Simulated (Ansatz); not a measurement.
## Geometry relaxation, with input and output: Pt (part 1 of 2)

System: Pt (I4₁/amd, 2 atoms in the cell).
Method: DFT, PBE, PAW with Ansatz's default frozen-core files, scalar-relativistic, no spin polarisation (Ansatz 0.2.0).

Its volume is 0.76 times that of the source entry. It belongs to a series of runs on one base structure; here: shape and atoms relaxed at 0.76 of the volume. Figures and captions count atoms from 1; the log counts them from 0 in places.

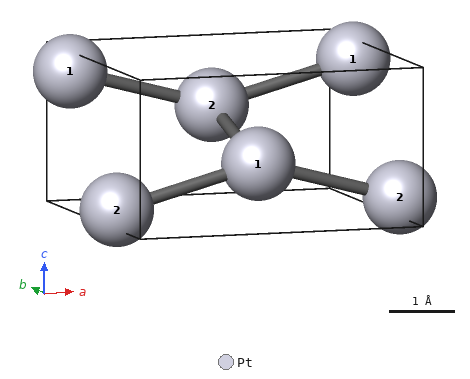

Figure 1. The starting structure (ball-and-stick view of the cell 2 times as large as that of the calculation, set on its symmetry axes, seen slightly off an axis; atoms are numbered from 1 in the order of the input).

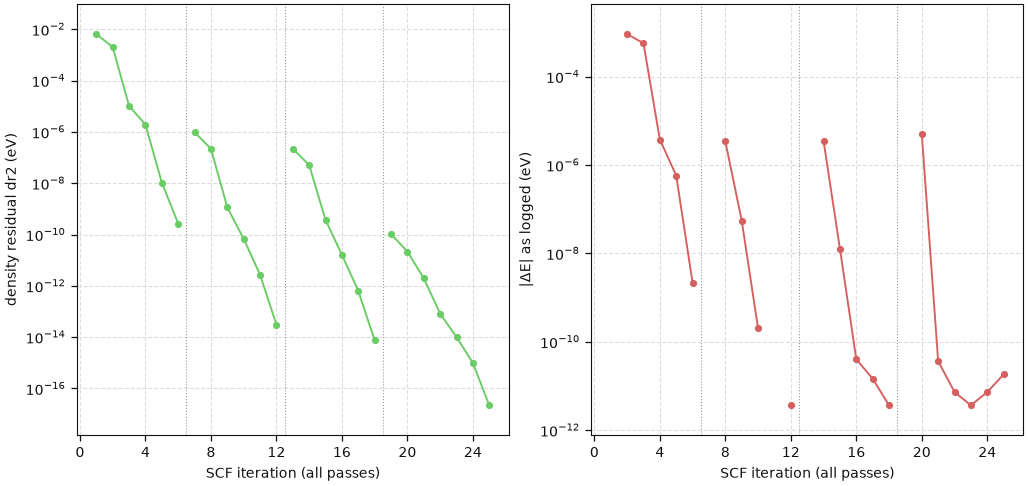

Figure 2. Convergence of the self-consistent field: density residual dr2 and size of the energy change against the SCF iteration. The dotted lines part the SCF passes of the relaxation: geometry steps, rejected trials and re-solves on a re-selected basis. The passes take 6, 6, 6 and 7 iterations.

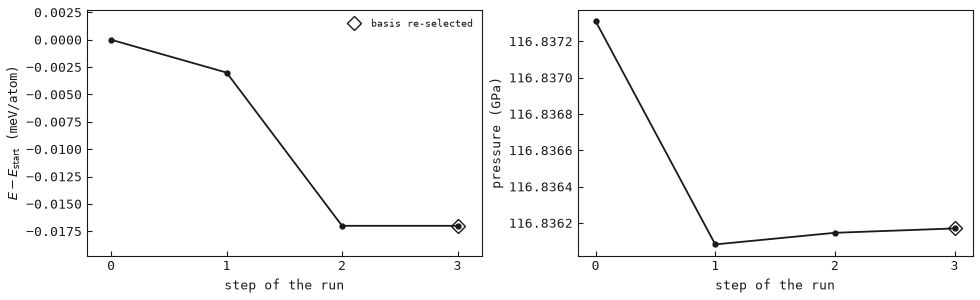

Figure 3. Progress of the relaxation, step by step (the first geometry is step 0 here and step 1 in the log). No atom moves by more than 0.005 Å relative to the cell. The space group stays I4_1/amd (No. 141). Over 2 geometry steps the energy falls by next to nothing (0.0 meV per atom). All forces vanish by symmetry, so only the cell relaxes. The pressure goes from 116.84 to 116.84 GPa. A last SCF at the same geometry on a re-selected plane-wave basis shifts the energy by next to nothing (0.0 meV per atom). (Atoms are counted from 1 in the order of the input.)

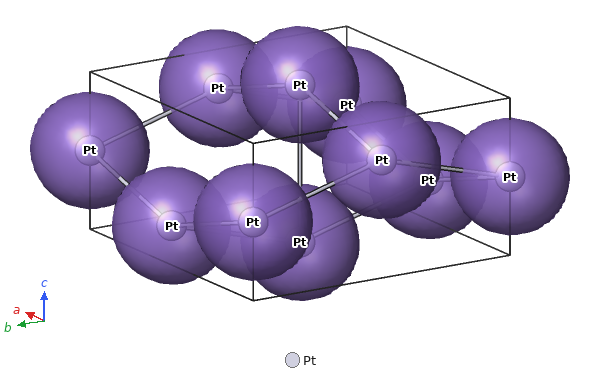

Figure 4. Isosurface of the valence electron density at 1.5 e/Å³ (purple), seen at an oblique angle. Sticks mark near contacts. The outline is the cell set on symmetry axes. At this value the density breaks into separate islands; it holds about 70 % of the electrons treated as valence (semicore included). It is pinched off along the Pt–Pt (2.38 Å) and Pt–Pt (2.47 Å) contacts. On the grid the lowest density along these lines, outside the cores, is 0.8 e/Å³ (Pt–Pt, 2.38 Å) and 0.66 e/Å³ (Pt–Pt, 2.47 Å). In a PAW calculation such maps are meaningful between the atoms, not at the nuclei.

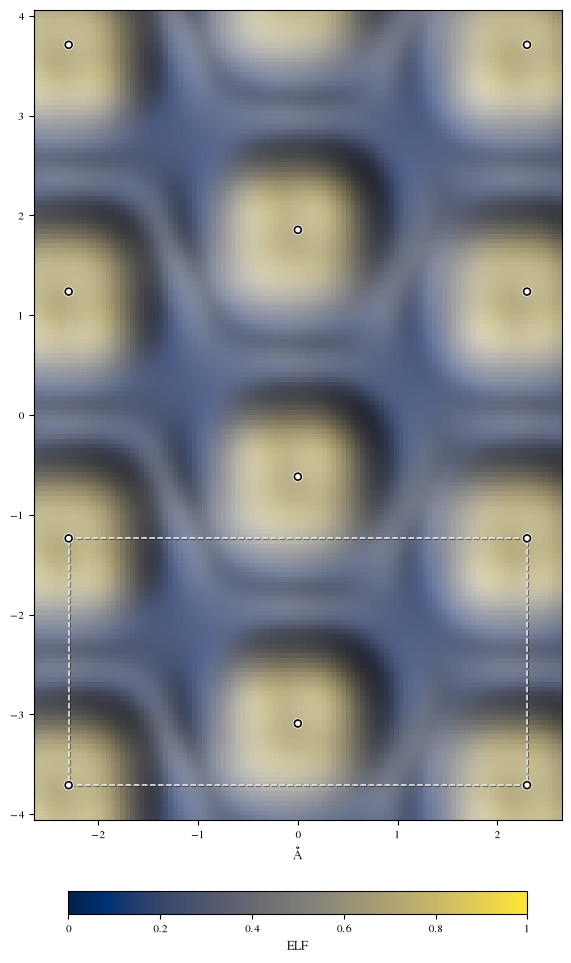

Figure 5. Electron localisation function on the (100) plane of the conventional cell. Circles mark the nuclei in the plane (Pt). The section cuts through Pt sites. Pt–Pt (2.38 Å): the ELF is about 0.35 at the midpoint (nearly free electrons, as in a simple metal). Pt–Pt (2.47 Å): the ELF is about 0.35 at the midpoint; no localised pair between them. The strong features right at Pt lie inside the PAW spheres (semicore, d or f shells) and say nothing about bonding.

The input that produced these results follows, with the program's output.

### The input
```yaml
crystal:
  lattice:
    - [-2.2959048574, 2.2959048574, 1.2371005351]
    - [2.2959048574, -2.2959048574, 1.2371005351]
    - [2.2959048574, 2.2959048574, -1.2371005351]
  atoms:
    - { symbol: Pt, position: [-0.375, -0.125, -0.25] }
    - { symbol: Pt, position: [0.375, 0.125, 0.25] }
kpoints:
  mp_grid: { grid: [16, 16, 16] }
scf:
  occupations: { method: fermi_dirac, width: 0.05 }
hamiltonian:
  xc: pbe
  pseudopotentials: { kind: paw }
output:
  forces: true
  stress: true
  write_density: true
  write_potential: true
  elf: true
  volumetric_format: npy
relax:
  f_tol: 0.005
  max_steps: 30
  cell: { stress_tol: 0.15, fix: [volume] }
```

Launch command:
```bash
ansatz run input.yaml --threads 1 --pin off --max-ram 2048MiB --backend cpu --events-out ev --progress --plain --runs-dir out
```

### What the program printed
```
Engine: ansatz 0.2.0, x86_64-unknown-linux-gnu
Pseudopotentials: kind: paw
Pseudopotential: Pt, paw, valence charge 18, recommended cutoff 420 eV (normal), Pt.paw.azcp
Functional definition: PBE
  parameter kappa = 0.804
  parameter beta = 0.06672455060314922
  exchange = pbe_x(kappa = kappa, mu = beta*pi^2/3)
  correlation = pbe_c(beta = beta)
Crystal: 2 atoms, lattice volume = 26.084 Å³
Basis set: ecut = 420 eV, 509 PW (Γ), exchange–correlation on 48×48×48 points (8 copies of the dense FFT grid, shifted against one another)
Bands: 22, of which v1, the nominal top of the filled ones, is band 18 counted from 1 (17 counted from 0)
Symmetry: 16 space group operations
Space group: I41/amd (ITA 141), of the structure as read, at distance tolerance 3.0e-5 Å
k-points: 349 of 4096
Non-local potential: Pt, projectors of the file, l = 0: 3, l = 1: 2, l = 2: 2, l = 3: 1
PAW form: soft (Blöchl's): semilocal exchange-correlation on the pseudo side does not see the compensation charge
PAW one-centre angular grid: Pt, 590 points (default); XC on 64 Gauss nodes
Initial density: superposition of atomic densities (neutral atoms: chi_scale 0, normalization atom), corrected by the library's trained network
Initial wavefunctions: pseudopotential atomic-orbital guess
Functional: x = pbe(κ = 0.804, μ = 0.2195149727645171), c = pbe(β = 0.06672455060314922)
SCF iter   1: F=—  HF=-25043.181067 eV  |F-HF|=—  |Δ(HF+E_count)|=         —  Δρ=8.91e-3  dr2=6.46e-3  ethr=1.77e-3  ⟨swp⟩=5.9  Hψ=32706  notcnv=0
preconditioner: auto → none  [metal: Δε(μ)=0.011 eV  Ē_g=11.034 eV  σ=0.050 eV  W_gap=0.05  n_scr=8 (ndim 8)  ℏωp=32.5 eV  f_vac=0.000  D(μ)=1.54/eV (n_scr^D=16)  sad-step TF]
SCF iter   2: F=—  HF=-25043.180149 eV  |F-HF|=—  |Δ(HF+E_count)|=   9.18e-4  Δρ=4.92e-3  dr2=2.02e-3  ethr=1.79e-5  ⟨swp⟩=1.7  Hψ=11968  notcnv=0
SCF iter   3: F=—  HF=-25043.179578 eV  |F-HF|=—  |Δ(HF+E_count)|=   5.71e-4  Δρ=3.39e-4  dr2=1.03e-5  ethr=5.62e-6  ⟨swp⟩=2.8  Hψ=13013  notcnv=0
SCF iter   4: F=—  HF=-25043.179574 eV  |F-HF|=—  |Δ(HF+E_count)|=   3.77e-6  Δρ=9.82e-5  dr2=1.92e-6  ethr=2.85e-8  ⟨swp⟩=2.4  Hψ=13229  notcnv=0
iter 5 did not close the SCF: its close was put off for the readings that it lacked (scf_convergence_deferred on its scf_iter line)
SCF iter   5: F=-25043.179573 eV  HF=-25043.179573 eV  |F-HF|=1.17e-9  |Δ(HF+E_count)|=   5.78e-7  Δρ=1.04e-5  dr2=1.06e-8  ethr=5.34e-9  ⟨swp⟩=2.7  Hψ=13411  notcnv=0
SCF iter   6: F=-25043.179573 eV  HF=-25043.179573 eV  |F-HF|=5.82e-11  |Δ(HF+E_count)|=   2.15e-9  Δρ=2.06e-6  dr2=2.64e-10  ethr=2.93e-11  ⟨swp⟩=5.0  Hψ=42388  notcnv=0
SCF 1 converged in 6 iterations: F = -25043.179573 eV  dr2 = 2.64e-10
  greatest PAW one-centre occupation: 1.000 electrons in one spin orbital (limit 2), on the Pt atom at site 1 (counted from 0), in its partial waves of l = 0
relax step   1: F+E_penalty+E_count = -25043.17957326 eV  Δ(F+E_penalty+E_count) = +0.000e0 eV  max|allowed force component| = 4.163e-17 eV/Å  Δτ_max = 0.0000 Å  P = +116.837 GPa  Ω = 26.084 Å³  fix = [volume]  reactions: volume +116.837 GPa  (6 SCF iters, dr2 threshold 1.00e-7 eV, accepted)
Initial density: handed on by an earlier stage of this run
Initial wavefunctions: those handed on with the density
iter 1 solved again at ethr=1.84e-8 eV; its pass at ethr=3.10e-3 eV (dr2=6.62e-6 eV) is discarded
SCF iter   1: F=—  HF=-25043.179583 eV  |F-HF|=—  |Δ(HF+E_count)|=         —  Δρ=1.35e-4  dr2=9.71e-7  ethr=1.84e-8  ⟨swp⟩=3.0  Hψ=40981  notcnv=0
preconditioner: auto → none  [metal: Δε(μ)=0.013 eV  Ē_g=11.027 eV  σ=0.050 eV  W_gap=0.07  n_scr=8 (ndim 8)  ℏωp=32.5 eV  f_vac=0.000  D(μ)=1.59/eV (n_scr^D=16)]
SCF iter   2: F=—  HF=-25043.179579 eV  |F-HF|=—  |Δ(HF+E_count)|=   3.43e-6  Δρ=6.59e-5  dr2=2.20e-7  ethr=2.70e-9  ⟨swp⟩=1.0  Hψ=7685  notcnv=0
iter 3 did not close the SCF: its close was put off for the readings that it lacked (scf_convergence_deferred on its scf_iter line)
SCF iter   3: F=-25043.179579 eV  HF=-25043.179579 eV  |F-HF|=4.80e-10  |Δ(HF+E_count)|=   5.53e-8  Δρ=3.01e-6  dr2=1.14e-9  ethr=6.11e-10  ⟨swp⟩=1.0  Hψ=7679  notcnv=0
iter 4 did not close the SCF: its close was put off for the readings that it lacked (scf_convergence_deferred on its scf_iter line)
SCF iter   4: F=-25043.179579 eV  HF=-25043.179579 eV  |F-HF|=1.09e-11  |Δ(HF+E_count)|=  2.00e-10  Δρ=9.31e-7  dr2=6.80e-11  ethr=3.16e-12  ⟨swp⟩=2.3  Hψ=13512  notcnv=0
iter 5 did not close the SCF: its close was put off for the readings that it lacked (scf_convergence_deferred on its scf_iter line)
SCF iter   5: F=-25043.179579 eV  HF=-25043.179579 eV  |F-HF|=1.82e-11  |Δ(HF+E_count)|=    0.00e0  Δρ=1.82e-7  dr2=2.73e-12  ethr=1.00e-12  ⟨swp⟩=1.0  Hψ=7678  notcnv=0
SCF iter   6: F=-25043.179579 eV  HF=-25043.179579 eV  |F-HF|=3.64e-12  |Δ(HF+E_count)|=  3.64e-12  Δρ=1.89e-8  dr2=3.09e-14  ethr=1.00e-12  ⟨swp⟩=4.0  Hψ=32446  notcnv=0
SCF 2 converged in 6 iterations: F = -25043.179579 eV  dr2 = 3.09e-14
relax step   2: F+E_penalty+E_count = -25043.17957945 eV  Δ(F+E_penalty+E_count) = -6.183e-6 eV  max|allowed force component| = 4.163e-17 eV/Å  Δτ_max = 0.0000 Å  P = +116.836 GPa  Ω = 26.084 Å³  energy of the carried Pulay correction = +4.027e-7 eV  fix = [volume]  reactions: volume +116.836 GPa  (6 SCF iters, dr2 threshold 2.00e-7 eV, accepted)
iter 1 solved again at ethr=4.20e-9 eV; its pass at ethr=3.10e-3 eV (dr2=1.51e-6 eV) is discarded
```
